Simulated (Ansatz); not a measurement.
## Geometry relaxation, with input and output: PtS2 (part 1 of 2)

- system: PtS2 (P-3m1, 3 atoms in the cell)
- method: DFT PBE+D3(BJ), scalar-relativistic, plane waves, PAW, no spin polarisation (Ansatz 0.2.0)

The structure derives from an entry of the Crystallography Open Database.

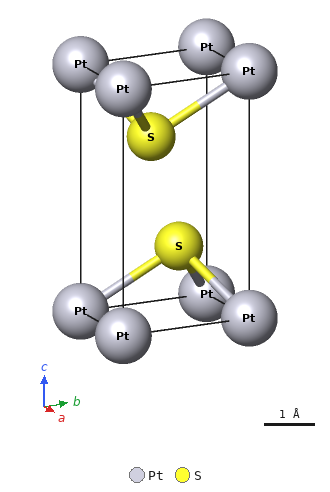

**Figure 1.** The starting structure (ball-and-stick view of the cell of the calculation, seen slightly off an axis).

**Summary**

```json
{"quantity": "outcome", "value": "converged"}
{"quantity": "space group (tolerance 0.01 Å)", "value": "P-3m1 (164)"}
{"quantity": "electrons treated", "value": "30"}
{"quantity": "free energy", "value": "−14329.4677 eV"}
{"quantity": "Fermi energy", "value": "12.512 eV"}
{"quantity": "gap on the k-point mesh", "value": "0.06 eV"}
{"quantity": "pressure", "value": "−0.02 GPa"}
{"quantity": "final volume", "value": "51.84 Å³"}
{"quantity": "largest force (length of the vector) at the end", "value": "0.003 eV/Å"}
{"quantity": "final cell", "value": "a = 3.583 Å, b = 3.583 Å, c = 4.662 Å, α = 90.00°, β = 90.00°, γ = 120.00°"}
{"quantity": "hardware", "value": "2 threads of Intel Xeon (Granite Rapids), 64 GiB of memory available, shared host"}
{"quantity": "wall time", "value": "11 s (CPU time 22 s)"}
{"quantity": "peak memory", "value": "0.46 GiB"}
```

**Notes**

Spin–orbit coupling is left out, which matters for Pt.

**Input file**
```yaml
crystal:
  lattice:
    - [3.5431995404, 0.0, 0.0]
    - [-1.7715997703, 3.0685008127, 0.0]
    - [0.0, 0.0, 5.0388000919]
  atoms:
    - { symbol: Pt, position: [0.0, 0.0, 0.0] }
    - { symbol: S, position: [0.3333333333, 0.6666666667, 0.25] }
    - { symbol: S, position: [0.6666666667, 0.3333333333, 0.75] }
basis:
  ecutwfc: 420
kpoints:
  mp_grid: { grid: [12, 12, 8] }
hamiltonian:
  xc: pbe
  dispersion: d3bj
scf:
  occupations: { method: gaussian, width: 0.02 }
output:
  forces: true
  stress: true
  eigenvalues: true
  write_density: true
  write_potential: true
  elf: true
  volumetric_format: npy
relax:
  adjacent_minimum: "off"
  f_tol: 0.005
  max_steps: 80
  cell: { stress_tol: 0.05 }
```

Run as:
```bash
ansatz run input.yaml --threads 2 --pin off --max-ram 4096MiB --backend cpu --events-out ev --progress --plain --runs-dir out
```

**What the program printed**
```
Engine: ansatz 0.2.0, x86_64-unknown-linux-gnu
Pseudopotentials: kind: paw
Pseudopotential: Pt, paw, valence charge 18, recommended cutoff 420 eV (normal), Pt.paw.azcp
Pseudopotential: S, paw, valence charge 6, recommended cutoff 420 eV (normal), S.paw.azcp
Functional definition: PBE
  parameter kappa = 0.804
  parameter beta = 0.06672455060314922
  exchange = pbe_x(kappa = kappa, mu = beta*pi^2/3)
  correlation = pbe_c(beta = beta)
Crystal: 3 atoms, lattice volume = 54.783 Å³
Basis set: ecut = 420 eV, 1043 PW (Γ), exchange–correlation on 48×48×72 points (8 copies of the dense FFT grid, shifted against one another)
Bands: 19, of which v1, the nominal top of the filled ones, is band 15 counted from 1 (14 counted from 0)
Symmetry: 12 space group operations
Space group: P-3m1 (ITA 164), of the structure as read, at distance tolerance 3.8e-5 Å
k-points: 131 of 1152
Non-local potential: Pt, projectors of the file, l = 0: 3, l = 1: 2, l = 2: 2, l = 3: 1
Non-local potential: S, projectors of the file, l = 0: 2, l = 1: 2, l = 2: 2
PAW form: soft (Blöchl's): semilocal exchange-correlation on the pseudo side does not see the compensation charge
PAW one-centre angular grid: Pt, 590 points (default); XC on 64 Gauss nodes
PAW one-centre angular grid: S, 110 points (default); XC on 64 Gauss nodes
Initial density: superposition of atomic densities (neutral atoms: chi_scale 0, normalization atom), corrected by the library's trained network
Initial wavefunctions: pseudopotential atomic-orbital guess
Functional: x = pbe(κ = 0.804, μ = 0.2195149727645171), c = pbe(β = 0.06672455060314922)
SCF iter   1: F=—  HF=-14329.433855 eV  |F-HF|=—  |Δ(HF+E_count)|=         —  Δρ=3.11e-3  dr2=2.63e-3  ethr=1.77e-3  ⟨swp⟩=5.9  Hψ=12712  notcnv=0
preconditioner: auto → Resta (q_TF=auto, 2.468 Å⁻¹)  ε∞=7.1  [insulator: Δε(μ)=0.574 eV  Ē_g=9.540 eV  σ=0.020 eV  W_gap=1.00  n_scr=20 (ndim 8)  ℏωp=23.5 eV  f_vac=0.011  D(μ)=0.00/eV (n_scr^D=0)  ε∞_Penn≈7.1]
SCF iter   2: F=—  HF=-14329.434630 eV  |F-HF|=—  |Δ(HF+E_count)|=   7.75e-4  Δρ=1.54e-3  dr2=8.82e-4  ethr=8.76e-6  ⟨swp⟩=2.0  Hψ=5488  notcnv=0
SCF iter   3: F=—  HF=-14329.434894 eV  |F-HF|=—  |Δ(HF+E_count)|=   2.64e-4  Δρ=6.37e-4  dr2=2.13e-4  ethr=2.94e-6  ⟨swp⟩=2.1  Hψ=3927  notcnv=0
SCF iter   4: F=—  HF=-14329.434890 eV  |F-HF|=—  |Δ(HF+E_count)|=   3.87e-6  Δρ=1.42e-4  dr2=8.53e-6  ethr=7.11e-7  ⟨swp⟩=2.6  Hψ=4011  notcnv=0
SCF iter   5: F=—  HF=-14329.434964 eV  |F-HF|=—  |Δ(HF+E_count)|=   7.39e-5  Δρ=4.17e-5  dr2=1.29e-6  ethr=2.84e-8  ⟨swp⟩=2.0  Hψ=3615  notcnv=0
SCF iter   6: F=—  HF=-14329.434965 eV  |F-HF|=—  |Δ(HF+E_count)|=   1.23e-6  Δρ=1.29e-5  dr2=1.24e-7  ethr=4.29e-9  ⟨swp⟩=2.0  Hψ=3866  notcnv=0
SCF iter   7: F=-14329.434965 eV  HF=-14329.434965 eV  |F-HF|=4.79e-9  |Δ(HF+E_count)|=   8.98e-8  Δρ=2.24e-6  dr2=2.56e-9  ethr=3.33e-10  ⟨swp⟩=9.6  Hψ=16804  notcnv=0
SCF 1 converged in 7 iterations: F = -14329.434965 eV  dr2 = 2.56e-9
  greatest PAW one-centre occupation: 1.000 electrons in one spin orbital (limit 2), on the Pt atom at site 0 (counted from 0), in its partial waves of l = 0
relax step   1: F+E_penalty+E_count = -14329.43496545 eV  Δ(F+E_penalty+E_count) = +0.000e0 eV  max|allowed force component| = 3.018e-1 eV/Å  Δτ_max = 0.0000 Å  P = -1.472 GPa  Ω = 54.783 Å³  (7 SCF iters, dr2 threshold 1.00e-7 eV, accepted)
Crystal: 3 atoms, lattice volume = 54.460 Å³
Basis set: ecut = 420 eV, 1055 PW (Γ), exchange–correlation on 48×48×72 points (8 copies of the dense FFT grid, shifted against one another)
Initial density: handed on by an earlier stage of this run
Initial wavefunctions: those handed on with the density
iter 1 solved again at ethr=1.76e-5 eV; its pass at ethr=3.10e-3 eV (dr2=5.29e-3 eV) is discarded
SCF iter   1: F=—  HF=-14329.453872 eV  |F-HF|=—  |Δ(HF+E_count)|=         —  Δρ=4.17e-3  dr2=5.67e-3  ethr=1.76e-5  ⟨swp⟩=2.0  Hψ=15899  notcnv=0
preconditioner: auto → Resta (q_TF=auto, 2.470 Å⁻¹)  ε∞=7.1  [insulator: Δε(μ)=0.494 eV  Ē_g=9.593 eV  σ=0.020 eV  W_gap=1.00  n_scr=20 (ndim 8)  ℏωp=23.6 eV  f_vac=0.010  D(μ)=0.00/eV (n_scr^D=0)  ε∞_Penn≈7.1]
SCF iter   2: F=—  HF=-14329.453464 eV  |F-HF|=—  |Δ(HF+E_count)|=   4.08e-4  Δρ=2.20e-3  dr2=1.44e-3  ethr=1.76e-5  ⟨swp⟩=1.0  Hψ=2489  notcnv=0
SCF iter   3: F=—  HF=-14329.453318 eV  |F-HF|=—  |Δ(HF+E_count)|=   1.46e-4  Δρ=2.52e-4  dr2=6.63e-5  ethr=4.79e-6  ⟨swp⟩=2.6  Hψ=3474  notcnv=0
SCF iter   4: F=—  HF=-14329.453340 eV  |F-HF|=—  |Δ(HF+E_count)|=   2.22e-5  Δρ=8.17e-5  dr2=4.71e-6  ethr=2.21e-7  ⟨swp⟩=2.2  Hψ=3311  notcnv=0
iter 5 did not close the SCF: its close was put off for the readings that it lacked (scf_convergence_deferred on its scf_iter line)
SCF iter   5: F=-14329.453343 eV  HF=-14329.453342 eV  |F-HF|=3.09e-7  |Δ(HF+E_count)|=   2.14e-6  Δρ=1.80e-5  dr2=1.74e-7  ethr=1.57e-8  ⟨swp⟩=2.0  Hψ=3665  notcnv=0
SCF iter   6: F=-14329.453343 eV  HF=-14329.453343 eV  |F-HF|=2.23e-8  |Δ(HF+E_count)|=   3.35e-7  Δρ=4.27e-6  dr2=1.31e-8  ethr=5.79e-10  ⟨swp⟩=6.0  Hψ=15405  notcnv=0
SCF 2 converged in 6 iterations: F = -14329.453343 eV  dr2 = 1.31e-8
relax step   2: F+E_penalty+E_count = -14329.45334277 eV  Δ(F+E_penalty+E_count) = -1.838e-2 eV  max|allowed force component| = 1.440e-1 eV/Å  Δτ_max = 0.0230 Å  P = -0.581 GPa  Ω = 54.460 Å³  energy of the carried Pulay correction = +6.114e-5 eV  (6 SCF iters, dr2 threshold 3.00e-7 eV, accepted)
Crystal: 3 atoms, lattice volume = 52.667 Å³
Basis set: ecut = 420 eV, 1005 PW (Γ), exchange–correlation on 48×48×72 points (8 copies of the dense FFT grid, shifted against one another)
iter 1 solved again at ethr=1.19e-5 eV; its pass at ethr=3.10e-3 eV (dr2=3.57e-3 eV) is discarded
SCF iter   1: F=—  HF=-14329.465509 eV  |F-HF|=—  |Δ(HF+E_count)|=         —  Δρ=3.65e-3  dr2=3.33e-3  ethr=1.19e-5  ⟨swp⟩=2.6  Hψ=16046  notcnv=0
preconditioner: auto → Resta (q_TF=auto, 2.484 Å⁻¹)  ε∞=7.2  [insulator: Δε(μ)=0.239 eV  Ē_g=9.656 eV  σ=0.020 eV  W_gap=1.00  n_scr=20 (ndim 8)  ℏωp=24.0 eV  f_vac=0.005  D(μ)=0.00/eV (n_scr^D=0)  ε∞_Penn≈7.2]
SCF iter   2: F=—  HF=-14329.465321 eV  |F-HF|=—  |Δ(HF+E_count)|=   1.88e-4  Δρ=2.01e-3  dr2=1.02e-3  ethr=1.11e-5  ⟨swp⟩=1.0  Hψ=2489  notcnv=0
SCF iter   3: F=—  HF=-14329.465282 eV  |F-HF|=—  |Δ(HF+E_count)|=   3.89e-5  Δρ=1.63e-4  dr2=1.41e-5  ethr=3.42e-6  ⟨swp⟩=1.2  Hψ=2795  notcnv=0
SCF iter   4: F=—  HF=-14329.465297 eV  |F-HF|=—  |Δ(HF+E_count)|=   1.55e-5  Δρ=4.65e-5  dr2=8.80e-7  ethr=4.71e-8  ⟨swp⟩=2.2  Hψ=3847  notcnv=0
iter 5 did not close the SCF: its close was put off for the readings that it lacked (scf_convergence_deferred on its scf_iter line)
SCF iter   5: F=-14329.465298 eV  HF=-14329.465298 eV  |F-HF|=3.99e-8  |Δ(HF+E_count)|=   3.06e-7  Δρ=1.01e-5  dr2=4.10e-8  ethr=2.93e-9  ⟨swp⟩=2.0  Hψ=3631  notcnv=0
SCF iter   6: F=-14329.465298 eV  HF=-14329.465298 eV  |F-HF|=3.77e-9  |Δ(HF+E_count)|=   4.37e-8  Δρ=2.30e-6  dr2=3.04e-9  ethr=1.37e-10  ⟨swp⟩=5.7  Hψ=14725  notcnv=0
SCF 3 converged in 6 iterations: F = -14329.465298 eV  dr2 = 3.04e-9
relax step   3: F+E_penalty+E_count = -14329.46529773 eV  Δ(F+E_penalty+E_count) = -1.195e-2 eV  max|allowed force component| = 1.111e-1 eV/Å  Δτ_max = 0.0394 Å  P = +0.387 GPa  Ω = 52.667 Å³  energy of the carried Pulay correction = +4.072e-4 eV  (6 SCF iters, dr2 threshold 3.00e-7 eV, accepted)
Crystal: 3 atoms, lattice volume = 51.517 Å³
Basis set: ecut = 420 eV, 993 PW (Γ), exchange–correlation on 48×48×72 points (8 copies of the dense FFT grid, shifted against one another)
iter 1 solved again at ethr=5.74e-6 eV; its pass at ethr=3.10e-3 eV (dr2=1.72e-3 eV) is discarded
SCF iter   1: F=—  HF=-14329.468025 eV  |F-HF|=—  |Δ(HF+E_count)|=         —  Δρ=2.81e-3  dr2=1.59e-3  ethr=5.74e-6  ⟨swp⟩=2.2  Hψ=15912  notcnv=0
preconditioner: auto → Resta (q_TF=auto, 2.493 Å⁻¹)  ε∞=7.3  [insulator: Δε(μ)=0.244 eV  Ē_g=9.675 eV  σ=0.020 eV  W_gap=0.51  n_scr=20 (ndim 8)  ℏωp=24.3 eV  f_vac=0.002  D(μ)=0.18/eV (n_scr^D=0)  ε∞_Penn≈7.3]
SCF iter   2: F=—  HF=-14329.467951 eV  |F-HF|=—  |Δ(HF+E_count)|=   7.43e-5  Δρ=1.55e-3  dr2=5.09e-4  ethr=5.29e-6  ⟨swp⟩=1.0  Hψ=2489  notcnv=0
SCF iter   3: F=—  HF=-14329.467928 eV  |F-HF|=—  |Δ(HF+E_count)|=   2.31e-5  Δρ=1.22e-4  dr2=9.97e-6  ethr=1.70e-6  ⟨swp⟩=2.1  Hψ=3907  notcnv=0
SCF iter   4: F=—  HF=-14329.467933 eV  |F-HF|=—  |Δ(HF+E_count)|=   4.94e-6  Δρ=3.95e-5  dr2=6.08e-7  ethr=3.32e-8  ⟨swp⟩=2.4  Hψ=3770  notcnv=0
iter 5 did not close the SCF: its close was put off for the readings that it lacked (scf_convergence_deferred on its scf_iter line)
SCF iter   5: F=-14329.467933 eV  HF=-14329.467933 eV  |F-HF|=2.95e-8  |Δ(HF+E_count)|=   4.17e-7  Δρ=7.79e-6  dr2=3.83e-8  ethr=2.03e-9  ⟨swp⟩=2.0  Hψ=3729  notcnv=0
SCF iter   6: F=-14329.467933 eV  HF=-14329.467933 eV  |F-HF|=2.18e-9  |Δ(HF+E_count)|=   3.65e-8  Δρ=1.95e-6  dr2=2.18e-9  ethr=1.28e-10  ⟨swp⟩=5.1  Hψ=14317  notcnv=0
SCF 4 converged in 6 iterations: F = -14329.467933 eV  dr2 = 2.18e-9
relax step   4: F+E_penalty+E_count = -14329.46793315 eV  Δ(F+E_penalty+E_count) = -2.635e-3 eV  max|allowed force component| = 3.102e-2 eV/Å  Δτ_max = 0.0317 Å  P = +0.457 GPa  Ω = 51.517 Å³  energy of the carried Pulay correction = +6.353e-4 eV  (6 SCF iters, dr2 threshold 3.00e-7 eV, accepted)
Crystal: 3 atoms, lattice volume = 51.844 Å³
iter 1 solved again at ethr=4.78e-7 eV; its pass at ethr=3.10e-3 eV (dr2=1.43e-4 eV) is discarded
SCF iter   1: F=—  HF=-14329.468212 eV  |F-HF|=—  |Δ(HF+E_count)|=         —  Δρ=5.73e-4  dr2=1.33e-4  ethr=4.78e-7  ⟨swp⟩=3.3  Hψ=15053  notcnv=0
preconditioner: auto → Resta (q_TF=auto, 2.491 Å⁻¹)  ε∞=7.3  [insulator: Δε(μ)=0.053 eV  Ē_g=9.655 eV  σ=0.020 eV  W_gap=0.92  n_scr=20 (ndim 8)  ℏωp=24.2 eV  f_vac=0.003  D(μ)=0.04/eV (n_scr^D=0)  ε∞_Penn≈7.3]
SCF iter   2: F=—  HF=-14329.468210 eV  |F-HF|=—  |Δ(HF+E_count)|=   2.36e-6  Δρ=3.15e-4  dr2=3.79e-5  ethr=4.45e-7  ⟨swp⟩=1.0  Hψ=2489  notcnv=0
SCF iter   3: F=—  HF=-14329.468207 eV  |F-HF|=—  |Δ(HF+E_count)|=   2.41e-6  Δρ=3.27e-5  dr2=7.87e-7  ethr=1.26e-7  ⟨swp⟩=1.5  Hψ=3020  notcnv=0
iter 4 did not close the SCF: its close was put off for the readings that it lacked (scf_convergence_deferred on its scf_iter line)
SCF iter   4: F=-14329.468207 eV  HF=-14329.468207 eV  |F-HF|=2.42e-9  |Δ(HF+E_count)|=   9.35e-8  Δρ=9.87e-6  dr2=4.27e-8  ethr=2.62e-9  ⟨swp⟩=2.4  Hψ=3542  notcnv=0
iter 5 did not close the SCF: its close was put off for the readings that it lacked (scf_convergence_deferred on its scf_iter line)
SCF iter   5: F=-14329.468207 eV  HF=-14329.468207 eV  |F-HF|=3.11e-10  |Δ(HF+E_count)|=   9.61e-9  Δρ=1.64e-6  dr2=1.19e-9  ethr=1.42e-10  ⟨swp⟩=2.0  Hψ=3706  notcnv=0
SCF iter   6: F=-14329.468207 eV  HF=-14329.468207 eV  |F-HF|=5.28e-11  |Δ(HF+E_count)|=  6.95e-10  Δρ=3.78e-7  dr2=8.10e-11  ethr=3.98e-12  ⟨swp⟩=4.6  Hψ=13021  notcnv=0
SCF 5 converged in 6 iterations: F = -14329.468207 eV  dr2 = 8.10e-11
relax step   5: F+E_penalty+E_count = -14329.46820711 eV  Δ(F+E_penalty+E_count) = -2.740e-4 eV  max|allowed force component| = 3.036e-3 eV/Å  Δτ_max = 0.0040 Å  P = -0.025 GPa  Ω = 51.844 Å³  energy of the carried Pulay correction = +5.699e-4 eV  (6 SCF iters, dr2 threshold 3.00e-7 eV, accepted)
Basis set: ecut = 420 eV, 993 PW (Γ), exchange–correlation on 48×48×64 points (8 copies of the dense FFT grid, shifted against one another)
Initial wavefunctions: pseudopotential atomic-orbital guess (no wavefunctions were taken with the density)
iter 1 solved again at ethr=1.08e-7 eV; its pass at ethr=3.10e-3 eV (dr2=3.23e-5 eV) is discarded
SCF iter   1: F=—  HF=-14329.467735 eV  |F-HF|=—  |Δ(HF+E_count)|=         —  Δρ=1.37e-4  dr2=1.40e-6  ethr=1.08e-7  ⟨swp⟩=3.0  Hψ=19432  notcnv=0
preconditioner: auto → Resta (q_TF=auto, 2.491 Å⁻¹)  ε∞=7.3  [insulator: Δε(μ)=0.056 eV  Ē_g=9.654 eV  σ=0.020 eV  W_gap=0.94  n_scr=20 (ndim 8)  ℏωp=24.2 eV  f_vac=0.003  D(μ)=0.03/eV (n_scr^D=0)  ε∞_Penn≈7.3]
SCF iter   2: F=—  HF=-14329.467709 eV  |F-HF|=—  |Δ(HF+E_count)|=   2.57e-5  Δρ=6.82e-5  dr2=3.12e-7  ethr=4.66e-9  ⟨swp⟩=2.4  Hψ=4447  notcnv=0
SCF iter   3: F=—  HF=-14329.467711 eV  |F-HF|=—  |Δ(HF+E_count)|=   1.33e-6  Δρ=5.98e-6  dr2=3.79e-9  ethr=1.04e-9  ⟨swp⟩=2.1  Hψ=4284  notcnv=0
SCF iter   4: F=—  HF=-14329.467711 eV  |F-HF|=—  |Δ(HF+E_count)|=   9.96e-9  Δρ=6.94e-7  dr2=1.20e-10  ethr=1.26e-11  ⟨swp⟩=2.8  Hψ=4460  notcnv=0
iter 5 did not close the SCF: its close was put off for the readings that it lacked (scf_convergence_deferred on its scf_iter line)
SCF iter   5: F=-14329.467711 eV  HF=-14329.467711 eV  |F-HF|=1.82e-12  |Δ(HF+E_count)|=  4.18e-11  Δρ=1.19e-7  dr2=1.02e-11  ethr=1.00e-12  ⟨swp⟩=1.0  Hψ=2489  notcnv=0
SCF iter   6: F=-14329.467711 eV  HF=-14329.467711 eV  |F-HF|=0.00e0  |Δ(HF+E_count)|=  5.46e-12  Δρ=3.05e-8  dr2=7.98e-13  ethr=1.00e-12  ⟨swp⟩=4.0  Hψ=10633  notcnv=0
SCF 6 converged in 6 iterations: F = -14329.467711 eV  dr2 = 7.98e-13
relax step   6: F+E_penalty+E_count = -14329.46771051 eV  Δ(F+E_penalty+E_count) = +4.966e-4 eV  max|allowed force component| = 3.193e-3 eV/Å  Δτ_max = 0.0000 Å  P = -0.023 GPa  Ω = 51.844 Å³  stress off target by 2.64e-2 GPa  SCF on the basis re-selected at this cell (its energy is not comparable with the rows above)  (6 SCF iters)
```
